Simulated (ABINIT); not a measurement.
Single-point calculation of Al

The run: single-point calculation of Al (I4/mmm, 1 atom in the cell). Method and program: Kohn-Sham DFT of a periodic cell, PBE, JTH PAW PBE v2.0, no spin polarisation (ABINIT 10.8.3).

The structure derives from an entry of the Crystallography Open Database. The geometry was changed: biaxial strain of -1 %.

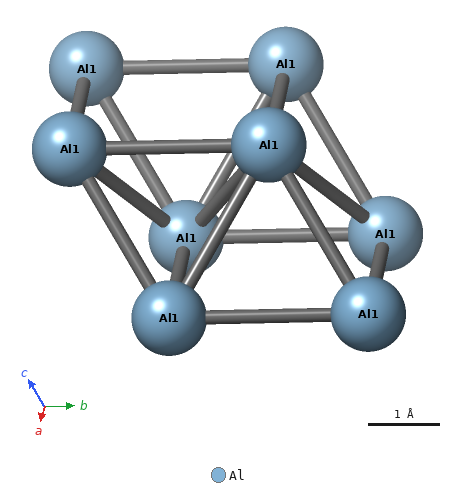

The structure (ball-and-stick view of the reduced cell, seen at an oblique angle; atoms are numbered from 1 in the order of the input). An atom can appear more than once, as a periodic image. Near neighbours in the periodic cell (some may lie outside the picture): Al has 12 Al at 2.83 to 2.85 Å.

The input
```
# Pseudopotentials
pp_dirpath "./"
pseudos "Al.GGA_PBE-JTH.xml"

# Structure
acell 3*1.0 Angstrom
rprim
     0.0000000000     2.0045569500     2.0248050000
     2.0045569500     0.0000000000     2.0248050000
     2.0045569500     2.0045569500     0.0000000000
ntypat 1
znucl 13
natom 1
typat 1
xred
     0.0000000000     0.0000000000     0.0000000000
chkprim 0
chksymtnons 0
tolsym 1.0e-6

# Plane-wave basis
ecut 15.0
pawecutdg 30.0
pawxcdev 0

# k points
kptopt 1
ngkpt 11 11 11
nshiftk 1
shiftk 0.0 0.0 0.0

# Exchange and correlation
ixc 11

# Bands and occupations
nband 6
occopt 3
tsmear 0.05 eV

# SCF cycle
nstep 100
tolvrs 1.0e-9

# Output
iomode 3
prtwf 0
prtden 0
prteig 0
prtebands 0
```

Launch command:
```bash
abinit run.abi > log 2>&1
```

Log
```
.Version 10.8.3 of ABINIT
 Symmetries : space group I4/m m m (#139); Bravais tI (body-center tetrag.)
================================================================================
 Values of the parameters that define the memory need of the present run
     intxc =       0    ionmov =       0      iscf =      17    lmnmax =       8
     lnmax =       4     mgfft =      20  mpssoang =       2    mqgrid =    3001
     natom =       1  nloc_mem =       2    nspden =       1   nspinor =       1
    nsppol =       1      nsym =      16    n1xccc =       1    ntypat =       1
    occopt =       3   xclevel =       2
       mpw =         315          nfft =        8000          nkpt =         126
 PAW method is used; the additional fine FFT grid is defined by:
   mgfftf=        30    nfftf =     27000
================================================================================
================================================================================

--------------------------------------------------------------------------------
------------- Echo of variables that govern the present computation ------------
--------------------------------------------------------------------------------
 -outvars: echo values of preprocessed input variables --------
            acell      1.8897261259E+00  1.8897261259E+00  1.8897261259E+00 Bohr
              amu      2.69815390E+01
          chkprim           0
      chksymtnons           0
             ecut      1.50000000E+01 Hartree
                       outvar_i_n : Printing only first  50 k-points.
              ixc          11
                       outvar_i_n : Printing only first  50 k-points.
         kptrlatt       11    0    0      0   11    0      0    0   11
          kptrlen      5.89284407E+01
            natom           1
            nband           6
            ngfft          20      20      20
          ngfftdg          30      30      30
             nkpt         126
            nstep         100
             nsym          16
           ntypat           1
                       prtocc : prtvol=0, do not print more k-points.
           occopt           3
        pawecutdg      3.00000000E+01 Hartree
         pawxcdev           0
           prtden           0
        prtebands           0
           prteig           0
            prtwf           0
            rprim      0.0000000000E+00  2.0045569500E+00  2.0248050000E+00
                       2.0045569500E+00  0.0000000000E+00  2.0248050000E+00
                       2.0045569500E+00  2.0045569500E+00  0.0000000000E+00
          spgroup         139
           tolsym      1.00000000E-06
           tolvrs      1.00000000E-09
           tsmear      1.83746611E-03 Hartree
            typat      1
           useylm           1
                       outvars : Printing only first  50 k-points.
            znucl       13.00000

================================================================================

 chkinp: Checking input parameters for consistency.

================================================================================
== DATASET  1 ==================================================================

--- !DatasetInfo
iteration_state: {dtset: 1, }
dimensions: {natom: 1, nkpt: 126, mband: 6, nsppol: 1, nspinor: 1, nspden: 1, mpw: 315, }
cutoff_energies: {ecut:  15.0, pawecutdg:  30.0, }
electrons: {nelect:   3.00000000E+00, charge:   0.00000000E+00, occopt:   3.00000000E+00, tsmear:   1.83746611E-03, }
meta: {optdriver: 0, ionmov: 0, optcell: 0, iscf: 17, paral_kgb: 0, }
...

 Exchange-correlation functional for the present dataset will be:
  GGA: Perdew-Burke-Ernzerhof functional - ixc=11
  J.P.Perdew, K.Burke, M.Ernzerhof, PRL 77, 3865 (1996)

 Real(R)+Recip(G) space primitive vectors, cartesian coordinates (Bohr,Bohr^-1):
 R(1)=  0.0000000  3.7880636  3.8263269  G(1)= -0.1319936  0.1319936  0.1306736
 R(2)=  3.7880636  0.0000000  3.8263269  G(2)=  0.1319936 -0.1319936  0.1306736
 R(3)=  3.7880636  3.7880636  0.0000000  G(3)=  0.1319936  0.1319936 -0.1306736
 Unit cell volume ucvol=  1.0981119E+02 bohr^3
 Angles (23,13,12)=  6.01665059E+01  6.01665059E+01  5.96669882E+01 degrees

 Coarse grid specifications (used for wave-functions):

 getcut: wavevector=  0.0000  0.0000  0.0000  ngfft=  20  20  20
         ecut(hartree)=     15.000   => boxcut(ratio)=   2.13067

 Fine grid specifications (used for densities):

 getcut: wavevector=  0.0000  0.0000  0.0000  ngfft=  30  30  30
         ecut(hartree)=     30.000   => boxcut(ratio)=   2.26245

 getcut : COMMENT -
  Note that boxcut > 2.2 ; recall that boxcut=Gcut(box)/Gcut(sphere) = 2
  is sufficient for exact treatment of convolution.
  Such a large boxcut is a waste : you could raise ecut
  e.g. ecut=   38.390041 Hartrees makes boxcut=2

--- Pseudopotential description ------------------------------------------------
- pspini: atom type   1  psp file is ./Al.GGA_PBE-JTH.xml
 Pseudopotential format is: paw10
 basis_size (lnmax)=  4 (lmn_size=  8), orbitals=   0   0   1   1
 Spheres core radius: rc_sph= 1.90363307
 Shapefunction is SIN type: shapef(r)=[sin(pi*r/rshp)/(pi*r/rshp)]**2
 Radius for shape functions =  1.60786206
 Compensation charge density is not taken into account in XC energy/potential

  -1.09563711E+01                                ecore*ucvol(ha*bohr**3)
--------------------------------------------------------------------------------

================================================================================

--- !BeginCycle
iteration_state: {dtset: 1, }
solver: {iscf: 17, nstep: 100, nline: 4, wfoptalg: 10, }
tolerances: {tolvrs: 1.00E-09, }
...

     iter   Etot(hartree)      deltaE(h)  residm     nres2
 ETOT  1  -2.0903402967770    -2.090E+00 3.013E-01 3.832E-01
 ETOT  2  -2.1054839466621    -1.514E-02 8.417E-03 3.941E-02
 ETOT  3  -2.1053786404421     1.053E-04 7.021E-04 2.568E-03
 ETOT  4  -2.1053680766882     1.056E-05 5.533E-04 2.236E-05
 ETOT  5  -2.1053680263783     5.031E-08 2.900E-04 2.510E-08
 ETOT  6  -2.1053680255159     8.624E-10 1.470E-04 2.423E-09
 ETOT  7  -2.1053680254636     5.233E-11 1.375E-04 7.124E-11

 At SCF step    7       nres2   =  7.12E-11 < tolvrs=  1.00E-09 =>converged.

 Cartesian components of stress tensor (hartree/bohr^3)
  sigma(1 1)= -4.59995939E-05  sigma(3 2)=  0.00000000E+00
  sigma(2 2)= -4.59995939E-05  sigma(3 1)=  0.00000000E+00
  sigma(3 3)= -1.59908411E-05  sigma(2 1)=  0.00000000E+00

--- !ResultsGS
iteration_state: {dtset: 1, }
comment   : Summary of ground state results
lattice_vectors:
- [  0.0000000,   3.7880636,   3.8263269, ]
- [  3.7880636,   0.0000000,   3.8263269, ]
- [  3.7880636,   3.7880636,   0.0000000, ]
lattice_lengths: [   5.38426,    5.38426,    5.35713, ]
lattice_angles: [ 60.167,  60.167,  59.667, ] # degrees, (23, 13, 12)
lattice_volume:   1.0981119E+02
convergence: {deltae:  5.233E-11, res2:  7.124E-11, residm:  1.375E-04, diffor: null, }
etotal    :  -2.10536803E+00
entropy   :   0.00000000E+00
fermie    :   3.30843954E-01
cartesian_stress_tensor: # hartree/bohr^3
- [ -4.59995939E-05,   0.00000000E+00,   0.00000000E+00, ]
- [  0.00000000E+00,  -4.59995939E-05,   0.00000000E+00, ]
- [  0.00000000E+00,   0.00000000E+00,  -1.59908411E-05, ]
pressure_GPa:   1.0591E+00
xred      :
- [  0.0000E+00,   0.0000E+00,   0.0000E+00, Al]
cartesian_forces: # hartree/bohr
- [ -0.00000000E+00,  -0.00000000E+00,  -0.00000000E+00, ]
force_length_stats: {min:   0.00000000E+00, max:   0.00000000E+00, mean:   0.00000000E+00, }
...

 Integrated electronic density in atomic spheres:
 ------------------------------------------------
 Atom  Sphere_radius  Integrated_density
    1        1.90363          0.73839145

================================================================================

 ----iterations are completed or convergence reached----

 Mean square residual over all n,k,spin=   35.469E-08; max=  13.752E-05
 reduced coordinates (array xred) for    1 atoms
       0.000000000000      0.000000000000      0.000000000000
 rms dE/dt=  0.0000E+00; max dE/dt=  0.0000E+00; dE/dt below (all hartree)
    1       0.000000000000      0.000000000000      0.000000000000

 cartesian coordinates (angstrom) at end:
    1      0.00000000000000     0.00000000000000     0.00000000000000

 cartesian forces (hartree/bohr) at end:
    1     -0.00000000000000    -0.00000000000000    -0.00000000000000
 frms,max,avg= 0.0000000E+00 0.0000000E+00   0.000E+00  0.000E+00  0.000E+00 h/b

 cartesian forces (eV/Angstrom) at end:
    1     -0.00000000000000    -0.00000000000000    -0.00000000000000
 frms,max,avg= 0.0000000E+00 0.0000000E+00   0.000E+00  0.000E+00  0.000E+00 e/A
 length scales=  1.889726125908  1.889726125908  1.889726125908 bohr
              =  1.000000000000  1.000000000000  1.000000000000 angstroms
 Fermi (or HOMO) energy (hartree) =   0.33084   Average Vxc (hartree)=  -0.36537
 Eigenvalues (hartree) for nkpt= 126  k points:
 kpt#   1, nband=  6, wtk=  0.00075, kpt=  0.0000  0.0000  0.0000 (reduced coord)
  -0.08256    0.79519    0.79917    0.79917    0.85445    0.85508
      occupation numbers for kpt#   1
   2.00000    0.00000    0.00000    0.00000    0.00000    0.00000
 prteigrs : prtvol=0 or 1, do not print more k-points.

--- !EnergyTerms
iteration_state     : {dtset: 1, }
comment             : Components of total free energy in Hartree
kinetic             :  8.34503645894613E-01
hartree             :  4.16568306833262E-03
xc                  : -1.07422448501368E+00
Ewald energy        : -2.71416268404544E+00
psp_core            : -9.97746318586972E-02
local_psp           :  2.91667612990351E-01
PAW spherical_terms :  6.52603123289652E-01
internal            : -2.10522173567487E+00
'-kT*entropy'       : -1.38882506273854E-04
total_energy        : -2.10536061818114E+00
total_energy_eV     : -5.72897809684044E+01
...

--- !EnergyTermsDC
iteration_state     : {dtset: 1, }
comment             : '"Double-counting" decomposition of free energy'
band_energy         :  4.98460095094158E-01
Ewald energy        : -2.71416268404544E+00
psp_core            : -9.97746318586972E-02
xc_dc               :  2.91455528122855E-02
PAW spherical_terms :  1.81102525040404E-01
internal            : -2.10522914295729E+00
'-kT*entropy'       : -1.38882506273854E-04
total_energy_dc     : -2.10536802546356E+00
total_energy_dc_eV  : -5.72899825308273E+01
...

--- !EnergyTermsWithPAWCore
iteration_state     : {dtset: 1, }
comment             : 'Components of total free energy, including PAW core contributions'
Total energy        : -2.42822522581260E+02
Total energy DC     : -2.42822529988542E+02
Total energy (eV)   : -6.60753745118211E+03
Total energy DC (eV): -6.60753765274453E+03
...

 Cartesian components of stress tensor (hartree/bohr^3)
  sigma(1 1)= -4.59995939E-05  sigma(3 2)=  0.00000000E+00
  sigma(2 2)= -4.59995939E-05  sigma(3 1)=  0.00000000E+00
  sigma(3 3)= -1.59908411E-05  sigma(2 1)=  0.00000000E+00

-Cartesian components of stress tensor (GPa)         [Pressure=  1.0591E+00 GPa]
- sigma(1 1)= -1.35335478E+00  sigma(3 2)=  0.00000000E+00
- sigma(2 2)= -1.35335478E+00  sigma(3 1)=  0.00000000E+00
- sigma(3 3)= -4.70466789E-01  sigma(2 1)=  0.00000000E+00

== END DATASET(S) ==============================================================
================================================================================

 -outvars: echo values of variables after computation  --------
            acell      1.8897261259E+00  1.8897261259E+00  1.8897261259E+00 Bohr
           etotal     -2.1053680255E+00
            fcart     -0.0000000000E+00 -0.0000000000E+00 -0.0000000000E+00
            rprim      0.0000000000E+00  2.0045569500E+00  2.0248050000E+00
                       2.0045569500E+00  0.0000000000E+00  2.0248050000E+00
                       2.0045569500E+00  2.0045569500E+00  0.0000000000E+00
           strten     -4.5999593896E-05 -4.5999593896E-05 -1.5990841132E-05
                       0.0000000000E+00  0.0000000000E+00  0.0000000000E+00
 Calculation completed.
```

Summary

```tsv
quantity	value
outcome	converged
space group (tolerance 0.01 Å)	I4/mmm (139)
electrons treated	3
free energy	−57.2900 eV
Fermi energy	9.003 eV
gap on the k-point mesh	none (metallic)
pressure	1.06 GPa
largest force (length of the vector)	under 0.001 eV/Å
hardware	1 thread of Arm Neoverse V1, 24 GiB of memory available, shared host
wall time	4.7 s
peak memory	0.08 GiB
```
